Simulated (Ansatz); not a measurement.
## Run report: C₃₂O, geometry relaxation (part 2 of 3)

The same run, continued: C₃₂O (defect cell, 33 atoms in the cell); DFT PBE+D3(BJ), scalar-relativistic, plane waves, PAW, no spin polarisation (Ansatz 0.2.0); cutoff 420 eV, 4×4×4 k-mesh, Gaussian smearing of 0.1 eV. The structure derives from a Materials Project entry. It belongs to a series of runs on one base structure; here: O interstitial, charge +0, atoms relaxed.

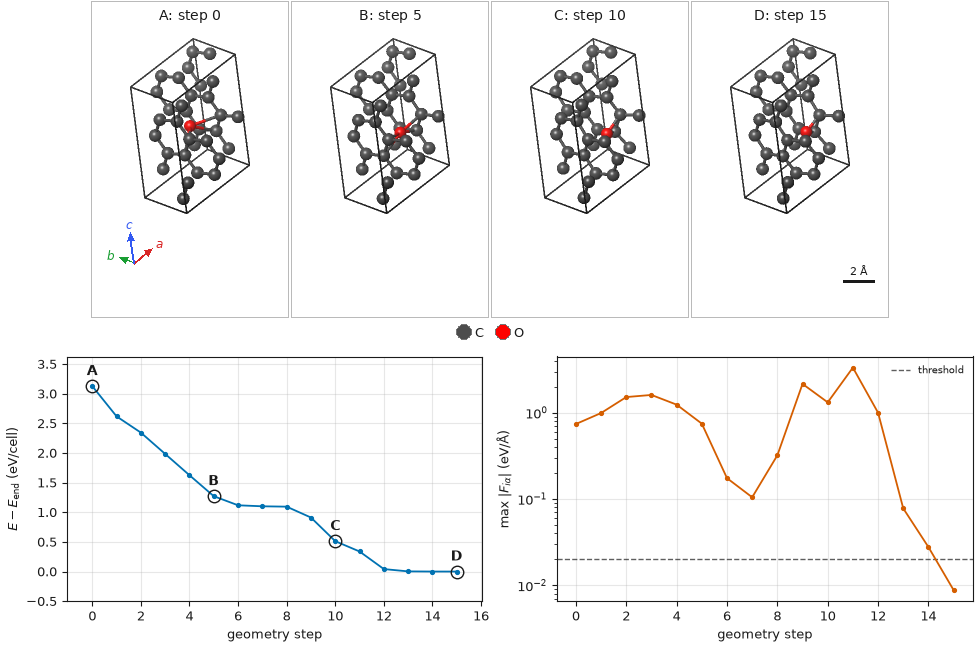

Fig. 1: Frames of the relaxation (ball-and-stick view of the cell of the calculation (origin shifted), seen slightly off an axis) above the curves, on which the letters mark them (the first geometry is step 0 here and step 1 in the log).

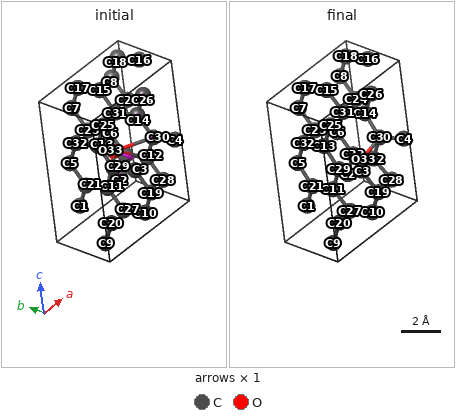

Fig. 2: Before (left) and after (right) the relaxation, at one scale (ball-and-stick view of the cell of the calculation (origin shifted), seen slightly off an axis). The pink arrows give the displacements, at true length. After 15 geometry steps the energy has fallen by 3.127 eV per cell of the calculation. Largest force component: 0.74 eV/Å at the start, 0.0088 eV/Å at the end. O33 moves most: 1.13 Å. By element the largest moves are O 1.13 Å, C 0.19 Å. The cell doesn't change. Among the contacts that change: C12–O33 2.217 → 1.456 Å, C30–O33 2.194 → 1.456 Å, C29–O33 2.190 → 2.495 Å, C11–O33 2.213 → 2.495 Å. New bonds form: C12–O33 (2.22 → 1.46 Å), C30–O33 (2.19 → 1.46 Å). Among the angles that change: C14–C30–O33 74.2° → 110.6°, C22–C12–O33 75.3° → 110.6°, C12–O33–C30 37.6° → 61.9°. (Atoms are counted from 1 in the order of the input.)

```
SCF converged after 5 iterations
Free energy (F): -8598.075709 eV
Harris-Foulkes:  -8598.075709 eV  (|F-HF|=7.49e-8)
Internal energy: -8598.067239 eV  (E = F + TS)
E sigma→0 (E₀):  -8598.071474 eV
Entropy (-TS):   -0.008470 eV (-0.257 meV/atom)
Fermi energy:    6.491802 eV
--- Per-component energies (eV) ---
  E_band       = -351.123049
  E_kinetic    = 3092.116025
  E_local      = -5790.970965  (includes V_loc(G=0)·N_el)
  E_nonlocal   = 922.415555
  E_hartree    = 1838.490824
  E_xc         = -1611.530724
  E_vxc        = -1998.293172  (∫ρ·V_xc dr)
  E_paw        = -3336.990076  (= ΣΔE_a)
  E_vpaw       = -253.375901  (= ΣTr[D̂ρ^β])
  E_aug_tail   = 0.002620  (compensation charges beyond the density's cutoff)
  E_ewald      = -3706.826187
  E_disp       = -4.774310  (pairwise vdW)
  E_smearing   = -0.008470  (= −TS)
  E_closure    = -0.000000  (closes the sum)
  Σ components = -8598.075709   (vs F -8598.075709, Δ=0.00e0)
--- Forces (eV/Å), atoms counted from 1 ---
  atom   1  C     -0.00190937    -0.00106454    -0.00178445
  atom   2  C     -0.00495166    -0.00000163    -0.00069267
  atom   3  C     -0.00027820    -0.00016467     0.00055529
  atom   4  C     -0.00097865    -0.00274741    -0.00085415
  atom   5  C     -0.00064061    -0.00169427    -0.00079628
  atom   6  C      0.00119576     0.00014522     0.00311435
  atom   7  C     -0.00360365    -0.00230475    -0.00065708
  atom   8  C     -0.00448386    -0.00317055     0.00108470
  atom   9  C      0.00007161     0.00030778     0.00334657
  atom  10  C     -0.00209638    -0.00018685    -0.00063199
  atom  11  C      0.00055271    -0.00023944    -0.00067959
  atom  12  C      0.00883199     0.00447325    -0.00227992
  atom  13  C     -0.00049880    -0.00020268     0.00066897
  atom  14  C     -0.00352760     0.00099035    -0.00097267
  atom  15  C      0.00005287    -0.00149186    -0.00154118
  atom  16  C     -0.00241401    -0.00262911    -0.00051510
  atom  17  C      0.00294883     0.00218613    -0.00100824
  atom  18  C      0.00499120     0.00141225     0.00072858
  atom  19  C      0.00113412     0.00159735    -0.00080669
  atom  20  C     -0.00112600     0.00108249     0.00346185
  atom  21  C      0.00020294     0.00058622     0.00086952
  atom  22  C      0.00070334     0.00255560    -0.00104810
  atom  23  C      0.00252009    -0.00113518    -0.00136444
  atom  24  C      0.00478065     0.00068135    -0.00059092
  atom  25  C      0.00159774     0.00317469    -0.00140499
  atom  26  C      0.00323669     0.00389611    -0.00060955
  atom  27  C     -0.00028374     0.00016780     0.00071143
  atom  28  C      0.00195347    -0.00019801    -0.00090049
  atom  29  C     -0.00138228    -0.00049695    -0.00131304
  atom  30  C     -0.00605887    -0.00350116    -0.00120714
  atom  31  C     -0.00096408    -0.00184126     0.00316826
  atom  32  C      0.00189591     0.00000485    -0.00103291
  atom  33  O     -0.00149043    -0.00023654     0.00490169
  max |Σ_I F_I| component: 8.04e-5 eV/Å
--- Band table (eV; the first three rows and the last of 36) ---
  k-point 0: bands = ["-16.8058", "-12.8298", "-11.7618", "-11.5896", "-11.4304", "-11.1323", "-10.5360", "-10.5033", "-10.4391", "-9.7314", "-8.7524", "-8.3966", "-7.8154", "-7.6533", "-7.3570", "-6.7872", "-6.6967", "-6.6079", "-6.5955", "-6.4942", "-5.8202", "-5.6918", "-4.1101", "-3.9760", "-3.2654", "-3.0835", "-2.6967", "-2.6382", "-2.5798", "-2.5382", "-2.4688", "-2.4337", "-1.2328", "-1.1856", "-0.5336", "-0.5270", "-0.4374", "-0.2571", "-0.1710", "-0.1478", "-0.1087", "-0.0855", "0.1167", "0.1240", "0.1564", "0.3995", "0.4508", "0.7448", "0.9930", "1.1493", "1.3616", "1.4549", "1.5234", "2.0204", "2.5473", "2.6517", "2.9305", "3.3468", "3.5715", "3.7745", "3.8037", "3.8054", "4.1584", "4.5343", "4.8415", "5.1274", "6.0920", "6.5642", "7.1074", "8.0661", "8.2435", "8.4425", "9.9002", "10.2024", "10.7851", "11.0000", "12.2174", "12.2977", "12.4097", "13.0893", "13.6063", "13.6794", "13.6888", "13.7321", "13.8162", "14.1228", "14.2457", "14.4760", "14.5164", "14.5655", "14.5886", "14.7814", "14.8446", "15.0227", "15.2968", "15.5880", "15.6917", "15.8434", "15.8465", "15.8481"]
  k-point 1: bands = ["-16.8048", "-12.7059", "-12.0694", "-11.8279", "-11.4212", "-10.9355", "-10.5365", "-10.2987", "-9.9633", "-9.4452", "-8.9972", "-8.7045", "-8.3913", "-7.9202", "-7.6217", "-7.2935", "-6.8898", "-6.3902", "-5.6161", "-5.4704", "-5.2250", "-5.1966", "-5.1677", "-4.3310", "-3.6312", "-3.4933", "-3.0268", "-2.8116", "-2.6661", "-2.4622", "-1.9558", "-1.4219", "-1.3492", "-1.2365", "-1.0305", "-0.9055", "-0.7159", "-0.6154", "-0.3490", "-0.2260", "-0.1133", "0.0936", "0.1764", "0.4481", "0.5386", "0.7197", "0.7599", "0.7837", "1.0410", "1.1832", "1.3026", "1.7491", "1.9373", "2.0221", "2.3896", "2.6972", "3.0273", "3.0470", "3.2343", "3.3753", "3.7969", "3.9510", "4.0202", "4.2617", "4.6835", "5.1380", "5.4568", "7.1860", "7.8541", "8.2080", "8.7665", "8.8845", "9.1919", "10.3170", "10.9669", "11.0384", "11.2012", "11.6956", "12.2559", "12.5861", "12.8947", "13.6501", "13.8466", "14.1051", "14.3432", "14.3923", "14.4810", "14.5812", "14.7456", "14.8135", "14.9785", "15.1242", "15.1547", "15.2079", "15.3856", "15.4384", "15.5662", "15.6029", "15.7800", "15.9838"]
  k-point 2: bands = ["-16.8039", "-12.3832", "-12.2829", "-12.1986", "-11.6771", "-10.2248", "-10.1481", "-10.0531", "-9.7756", "-9.5991", "-9.4259", "-9.3562", "-8.7349", "-7.5895", "-7.5307", "-7.4302", "-6.8923", "-5.9677", "-5.8389", "-5.8261", "-5.6730", "-4.2630", "-4.0122", "-3.9716", "-3.9212", "-3.4585", "-3.3367", "-3.2963", "-3.2738", "-2.2340", "-2.1215", "-2.0891", "-2.0125", "-1.1315", "-0.8566", "-0.6266", "-0.6090", "-0.5078", "-0.4938", "-0.2819", "-0.0925", "0.3807", "0.3816", "0.4353", "0.4485", "0.6254", "1.0986", "1.2005", "1.3024", "1.5257", "1.7390", "1.8177", "2.0273", "2.2612", "2.2747", "2.3075", "2.6114", "2.7374", "2.8334", "3.0129", "3.5268", "3.9375", "4.0704", "4.3303", "4.6789", "4.9719", "5.5049", "7.4734", "8.2015", "8.2837", "8.9864", "9.1745", "9.9638", "10.2166", "10.7019", "10.7470", "11.1647", "11.4422", "11.6441", "11.8790", "12.0222", "13.8750", "14.0256", "14.2215", "14.3638", "14.6753", "14.7728", "14.9269", "14.9951", "15.1524", "15.2110", "15.3026", "15.3075", "15.5211", "15.5631", "15.6045", "15.8778", "15.8923", "15.9294", "16.0255"]
  k-point 35: bands = ["-16.8037", "-12.6554", "-12.3582", "-11.2880", "-11.2071", "-11.1802", "-10.7880", "-10.5126", "-10.0295", "-9.1600", "-9.0883", "-9.0608", "-8.4350", "-7.5450", "-7.4504", "-6.6154", "-6.4505", "-6.4222", "-6.0681", "-5.6618", "-5.5762", "-4.9164", "-4.9022", "-4.8909", "-4.7502", "-3.8889", "-3.8395", "-2.1141", "-1.9127", "-1.7869", "-1.4361", "-1.2275", "-0.9544", "-0.9291", "-0.8916", "-0.8117", "-0.6484", "-0.5865", "-0.3630", "-0.1132", "-0.1013", "-0.0127", "0.0696", "0.2208", "0.3477", "0.4985", "0.6412", "0.6540", "0.8012", "0.9744", "1.3963", "1.6355", "1.7859", "1.9977", "2.4222", "2.4811", "2.5989", "2.9216", "3.0565", "3.2941", "3.5226", "3.5358", "4.1994", "4.5496", "5.3103", "5.3721", "6.0320", "7.2255", "7.3870", "7.8413", "8.2409", "9.2905", "9.5440", "9.8848", "10.2501", "11.6359", "12.0568", "12.2402", "13.1247", "13.2716", "13.3202", "13.3814", "13.5991", "14.1273", "14.4894", "14.5026", "14.5649", "14.6642", "14.8712", "14.8849", "14.9718", "15.0304", "15.1109", "15.1961", "15.3645", "15.5601", "15.6593", "15.8967", "15.9162", "15.9787"]
--- Relaxed structure (16 steps of the walk, 16 accepted, 0 SCFs on fresh bases) ---
  F+E_penalty+E_count = -8598.07570892 eV   max|allowed force component| = 8.833e-3 eV/Å
  atoms:
    - { symbol: C, position: [-0.007808138402796205, 0.3360218219825347, 0.6698997321915693] }
    - { symbol: C, position: [0.5053437082078946, 0.3388641557937747, 0.6708405882222754] }
    - { symbol: C, position: [0.23291375179586382, 0.5869067608320717, 0.9205034812881723] }
    - { symbol: C, position: [0.7590133871161577, 0.5794243543698885, 0.9202335294671582] }
    - { symbol: C, position: [0.8722587475146324, 0.2096655201805676, 0.043948707015440694] }
    - { symbol: C, position: [0.3746090272111609, 0.21292288336294582, 0.04440217960948846] }
    - { symbol: C, position: [0.11636201477216868, 0.4613829767205013, 0.29525787127749437] }
    - { symbol: C, position: [0.6327716385213473, 0.46020648110246987, 0.2964386669708396] }
    - { symbol: C, position: [0.8752862681642204, 0.7122387605623931, 0.543719360050048] }
    - { symbol: C, position: [0.36922602200145493, 0.7126956776232548, 0.5469737553951683] }
    - { symbol: C, position: [0.09565458137233707, 0.9614653399415972, 0.7951783683971341] }
    - { symbol: C, position: [0.6058445994896864, 0.9659001847109827, 0.7907402960525242] }
    - { symbol: C, position: [-0.01631682194974854, 0.8361354859546176, 0.16973524306564974] }
    - { symbol: C, position: [0.5020318868730427, 0.8364090363603449, 0.1772107415866529] }
    - { symbol: C, position: [0.2414712978704731, 0.08674051956196299, 0.42062244610208044] }
    - { symbol: C, position: [0.7584091859503811, 0.08579775756855373, 0.41777611782026597] }
    - { symbol: C, position: [0.11636479924470072, 0.2950003380333913, 0.461639370333057] }
    - { symbol: C, position: [0.6327969578673781, 0.29618197933147894, 0.4604629321045632] }
    - { symbol: C, position: [0.3692415999246115, 0.5467178114828617, 0.7129507514276618] }
    - { symbol: C, position: [0.8752712114375927, 0.5434633706279178, 0.7124941611175365] }
    - { symbol: C, position: [0.9836653103312396, 0.1694822183720373, 0.8363932559669499] }
    - { symbol: C, position: [0.5020845139360252, 0.17695726728537392, 0.836666004718222] }
    - { symbol: C, position: [0.2414772582861061, 0.4203697821229258, 0.0869989148789402] }
    - { symbol: C, position: [0.7583713164603036, 0.4175183982084168, 0.08605920206835858] }
    - { symbol: C, position: [-0.007799281723115892, 0.6696390256450669, 0.33627595426352314] }
    - { symbol: C, position: [0.5053038342184819, 0.6705856052586142, 0.339121405809786] }
    - { symbol: C, position: [0.23289741324398638, 0.9202496205424553, 0.5871584062839477] }
    - { symbol: C, position: [0.7590667310208375, 0.919974338254289, 0.5796813365792965] }
    - { symbol: C, position: [0.0956684748553499, 0.794928008278145, 0.9617130282254349] }
    - { symbol: C, position: [0.6057940744755776, 0.7904785000376995, 0.9661588897205143] }
    - { symbol: C, position: [0.3745930115299923, 0.04414946656955139, 0.21317392976412256] }
    - { symbol: C, position: [0.8722738130700276, 0.04368825571576147, 0.20992366570614593] }
    - { symbol: O, position: [0.43088640171262543, -0.12177714029444626, -0.12159541008002366] }
```

Trajectory as extended XYZ (Å, eV, eV/Å), 7 of the 16 frames kept, from step=1 to step=16
```
33
Lattice="0.0000 0.0000 7.1349 1.2324 6.4036 3.5674 -6.1618 2.1345 3.5674" Properties=species:S:1:pos:R:3:forces:R:3 step=1 energy=-8594.94846
C    -3.6971    3.5575    3.5674   -0.1731  -0.0444  -0.0564
C    -3.6971    3.5575    7.1349   -0.1669  -0.0404   0.0556
C    -4.9295    5.6921    7.1349    0.0913   0.2425  -0.1243
C    -4.9295    5.6921   10.7023    0.0940   0.2460   0.1253
C     0.0000    1.4230    7.1349   -0.0810   0.7082  -0.4676
C     0.0000    1.4230    3.5674   -0.0777   0.6966   0.4589
C    -1.2324    3.5575    3.5674   -0.2454  -0.1863  -0.0106
C    -1.2324    3.5575    7.1349   -0.2465  -0.1840   0.0111
C    -2.4647    5.6921   10.7023   -0.0949   0.0133  -0.0065
C    -2.4647    5.6921    7.1349   -0.0914   0.0112   0.0073
C    -3.6971    7.8266    7.1349    0.6941  -0.2878  -0.4435
C    -3.6971    7.8266   10.7023    0.6863  -0.2896   0.4410
C     0.0000    5.6921    3.5674   -0.6102  -0.0969  -0.3542
C     0.0000    5.6921    7.1349   -0.5975  -0.0931   0.3469
C    -2.4647    1.4230    3.5674    0.3498  -0.1537   0.1051
C    -2.4647    1.4230    7.1349    0.3544  -0.1562  -0.1060
C    -2.4647    2.8460    3.5674    0.3071   0.1034  -0.0161
C    -2.4647    2.8460    7.1349    0.3053   0.1061   0.0167
C    -3.6971    4.9806    7.1349    0.0372   0.1089   0.0151
C    -3.6971    4.9806   10.7023    0.0374   0.1128  -0.0144
C    -4.9295    2.8460   10.7023    0.3978   0.4324  -0.3688
C    -4.9295    2.8460    7.1349    0.3874   0.4237   0.3606
C     0.0000    2.8460    3.5674   -0.0346  -0.3908   0.0991
C     0.0000    2.8460    7.1349   -0.0355  -0.3961  -0.1001
C    -1.2324    4.9806    3.5674    0.0959   0.1068  -0.0647
C    -1.2324    4.9806    7.1349    0.0897   0.1042   0.0643
C    -2.4647    7.1151    7.1349   -0.2779   0.0597  -0.1156
C    -2.4647    7.1151   10.7023   -0.2814   0.0586   0.1163
C    -4.9295    7.1151    7.1349   -0.0128  -0.7403  -0.4021
C    -4.9295    7.1151   10.7023   -0.0094  -0.7353   0.4013
C    -1.2324    0.7115    3.5674   -0.5498   0.4516   0.4761
C    -1.2324    0.7115    7.1349   -0.5576   0.4614  -0.4848
O     0.0451   -0.1496    1.7809    0.2159  -0.6525   0.0349
```
